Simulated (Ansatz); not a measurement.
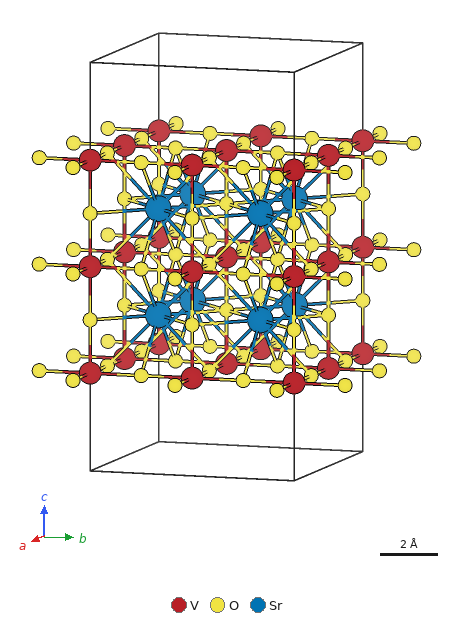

**Figure 1.** The structure as given in the input (ball-and-stick view of the 2 × 2 repeat of the cell, with the vacuum cut short, seen slightly off an axis; bonded neighbours outside the cell are drawn too).

## Single-point calculation of Sr$_{2}$V$_{3}$O$_{8}$ (part 1 of 3)

The run: single-point calculation of Sr$_{2}$V$_{3}$O$_{8}$ (slab, 13 atoms in the cell). Method and program: DFT PBEsol, scalar-relativistic, plane waves, PAW, spin-polarised (Ansatz 0.2.0).

The structure derives from an entry of the Crystallography Open Database. It belongs to a series of runs on one base structure; here: k mesh: [1, 1, 1]. Figures and captions count atoms from 1; the log counts them from 0 in places.

### Input
```yaml
crystal:
  lattice:
    - [3.8103207671, 0.0, 0.0]
    - [0.0, 3.8103207671, 0.0]
    - [0.0, 0.0, 22.6206415342]
  atoms:
    - { symbol: V, position: [0.0, 0.0, 0.3315555834], spin: 0.22 }
    - { symbol: O, position: [0.5, 0.0, 0.3315555834] }
    - { symbol: O, position: [0.0, 0.5, 0.3315555834] }
    - { symbol: Sr, position: [0.5, 0.5, 0.4157777917] }
    - { symbol: O, position: [0.0, 0.0, 0.4157777917] }
    - { symbol: V, position: [0.0, 0.0, 0.5], spin: 0.22 }
    - { symbol: O, position: [0.5, 0.0, 0.5] }
    - { symbol: O, position: [0.0, 0.5, 0.5] }
    - { symbol: Sr, position: [0.5, 0.5, 0.5842222083] }
    - { symbol: O, position: [0.0, 0.0, 0.5842222083] }
    - { symbol: V, position: [0.0, 0.0, 0.6684444166], spin: 0.22 }
    - { symbol: O, position: [0.5, 0.0, 0.6684444166] }
    - { symbol: O, position: [0.0, 0.5, 0.6684444166] }
basis:
  ecutwfc: 420
kpoints:
  mp_grid: { grid: [1, 1, 1] }
hamiltonian:
  xc: pbesol
scf:
  occupations: { method: gaussian, width: 0.1 }
output:
  forces: true
  stress: true
  eigenvalues: true
  populations: true
magnetization:
  spin_polarized: true
efield:
  axis: 3
  dipole_correction: true
  ramp_width: 0.04
```

Machine: 1 thread of an x86-64 CPU, shared host.

Run as:
```bash
ansatz run input.yaml --threads 1 --pin off --max-ram 3072MiB --backend cpu --events-out ev --progress --plain --runs-dir out
```

### What the program printed
```
Engine: ansatz 0.2.0, x86_64-unknown-linux-gnu
Pseudopotentials: kind: paw
Pseudopotential: V, paw, valence charge 13, recommended cutoff 420 eV (normal), V.paw.azcp
Pseudopotential: O, paw, valence charge 6, recommended cutoff 420 eV (normal), O.paw.azcp
Pseudopotential: Sr, paw, valence charge 10, recommended cutoff 420 eV (normal), Sr.paw.azcp
Functional definition: PBEsol
  exchange = pbesol_x
  correlation = pbesol_c
Crystal: 13 atoms, lattice volume = 328.419 Å³
Basis set: ecut = 420 eV, 6419 PW (Γ), exchange–correlation on 54×54×320 points (8 copies of the dense FFT grid, shifted against one another)
Bands: 67, of which v1, the nominal top of the filled ones, is band 54 counted from 1 (53 counted from 0)
Symmetry: 8 space group operations
k-points: 1
Non-local potential: V, projectors of the file, l = 0: 3, l = 1: 2, l = 2: 3, l = 3: 1
Non-local potential: O, projectors of the file, l = 0: 2, l = 1: 2, l = 2: 1
Non-local potential: Sr, projectors of the file, l = 0: 3, l = 1: 2, l = 2: 2
PAW form: soft (Blöchl's): semilocal exchange-correlation on the pseudo side does not see the compensation charge
PAW frozen core: V, regenerated for the run's functional, and the local potential with it (the file was generated under x = pbe(κ = 0.804, μ = 0.2195149727645171), c = pbe(β = 0.06672455060314922))
PAW frozen core: O, regenerated for the run's functional, and the local potential with it (the file was generated under x = pbe(κ = 0.804, μ = 0.2195149727645171), c = pbe(β = 0.06672455060314922))
PAW frozen core: Sr, regenerated for the run's functional, and the local potential with it (the file was generated under x = pbe(κ = 0.804, μ = 0.2195149727645171), c = pbe(β = 0.06672455060314922))
PAW one-centre angular grid: V, 590 points (default); XC on 64 Gauss nodes
PAW one-centre angular grid: O, 110 points (default); XC on 64 Gauss nodes
PAW one-centre angular grid: Sr, 110 points (default); XC on 64 Gauss nodes
Initial density: superposition of atomic densities (neutral atoms: chi_scale 0, normalization atom)
Starting moments: Σ|m| = 0.66 μB on 3 of 13 sites
Initial wavefunctions: pseudopotential atomic-orbital guess
Functional: x = pbesol(κ = 0.804, μ = 0.12345679012345678), c = pbesol(β = 0.046)
```
